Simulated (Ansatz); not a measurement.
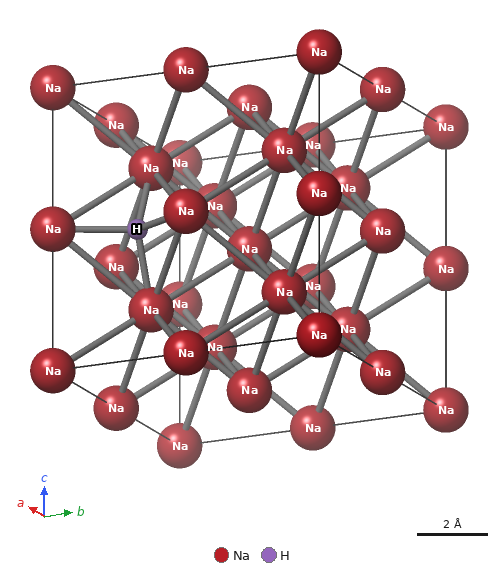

A defect cell of composition Na₁₆H, before the relaxation. A ball-and-stick model of the cell of the calculation, seen from a free direction.

It is an interstitial H in bcc Na. The run prepares an end point of a later path (interstitial hop) calculation, from a guessed geometry.

Computed with DFT PBE, scalar-relativistic, plane waves, PAW (Ansatz).

The input:
```yaml
crystal:
  lattice:
    - [8.46, 0.0, 0.0]
    - [0.0, 8.46, 0.0]
    - [0.0, 0.0, 8.46]
  atoms:
    - { symbol: Na, position: [0.0, 0.0, 0.0] }
    - { symbol: Na, position: [0.5, 0.0, 0.0] }
    - { symbol: Na, position: [0.0, 0.5, 0.0] }
    - { symbol: Na, position: [0.0, 0.0, 0.5] }
    - { symbol: Na, position: [0.25, 0.25, 0.25] }
    - { symbol: Na, position: [0.5, 0.5, 0.0] }
    - { symbol: Na, position: [0.5, 0.0, 0.5] }
    - { symbol: Na, position: [0.75, 0.25, 0.25] }
    - { symbol: Na, position: [0.0, 0.5, 0.5] }
    - { symbol: Na, position: [0.25, 0.75, 0.25] }
    - { symbol: Na, position: [0.25, 0.25, 0.75] }
    - { symbol: Na, position: [0.5, 0.5, 0.5] }
    - { symbol: Na, position: [0.75, 0.75, 0.25] }
    - { symbol: Na, position: [0.75, 0.25, 0.75] }
    - { symbol: Na, position: [0.25, 0.75, 0.75] }
    - { symbol: Na, position: [0.75, 0.75, 0.75] }
    - { symbol: H, position: [0.8718635, 0.2564188, 0.5007864] }
basis:
  ecutwfc: 420.0
kpoints:
  mp_grid: { grid: [2, 2, 2] }
hamiltonian:
  xc: pbe
scf:
  occupations: { method: gaussian, width: 0.15 }
  lower_state_search: "off"
relax:
  f_tol: 0.03
  max_steps: 60
  adjacent_minimum: "off"
output:
  write_density: true
  write_potential: true
  elf: true
  volumetric_format: npy
```

Launched with:
```bash
ansatz run input.yaml --threads 2 --pin off --max-ram 5120MiB --backend cpu --events-out ev --progress --plain --runs-dir out
```

### Predict the outcome.

The largest moves, 0.19 Å, are those of Na5, Na11 and Na12. Na12 goes along [−2 1 0]. Largest moves by element: Na 0.19 Å, H 0.06 Å. The lattice vectors keep their values. Near-neighbour distances that change, for instance: Na4–H17 2.425 → 2.250 Å, Na4–Na14 3.663 → 3.552 Å, Na8–H17 2.360 → 2.257 Å, Na14–H17 2.348 → 2.258 Å. Among the angles between lasting bonds that change: Na8–H17–Na14 128.0° → 121.7°, Na4–H17–Na9 125.7° → 121.3°, Na4–H17–Na8 99.9° → 104.0°. After 5 geometry steps the energy has fallen by 35.8 meV per cell of the calculation. Largest force component: 0.12 eV/Å at the start, 0.01 eV/Å at the end.

Final geometry:

```xyz
17
Lattice="8.4600 0.0000 0.0000 0.0000 8.4600 0.0000 0.0000 0.0000 8.4600" Properties=species:S:1:pos:R:3 pbc="T T T"
Na    8.4099    0.1003    0.0003
Na    4.3270    8.3633    0.0003
Na    8.4104    4.1378    0.0003
Na    0.0420    0.1517    4.2307
Na    2.2765    2.1191    2.0229
Na    4.3271    4.3339    0.0003
Na    4.0695    8.3711    4.2305
Na    6.2979    2.1200    2.2588
Na    0.0409    4.0833    4.2307
Na    2.0120    6.3477    2.0208
Na    2.2766    2.1191    6.4381
Na    4.0689    4.3271    4.2305
Na    6.3950    6.3476    2.2122
Na    6.2982    2.1200    6.2017
Na    2.0120    6.3477    6.4401
Na    6.3949    6.3476    6.2488
H     7.3970    2.1120    4.2296
```

The end point in the same view:

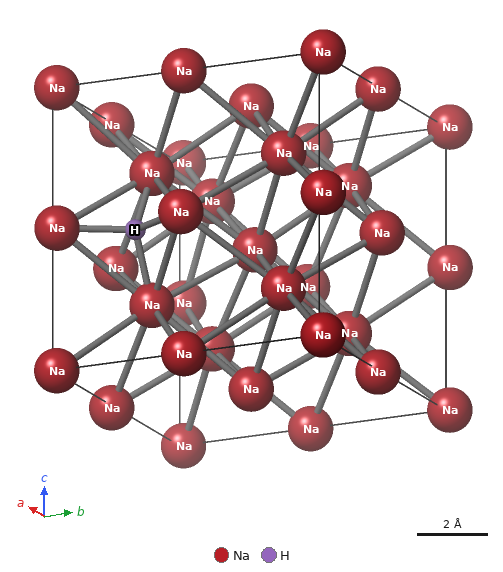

Limits of the set-up: the k-point mesh is coarse for a cell with partly filled bands; the periodic images lie only 8.5 Å apart, so the values are limited by the cell's size.
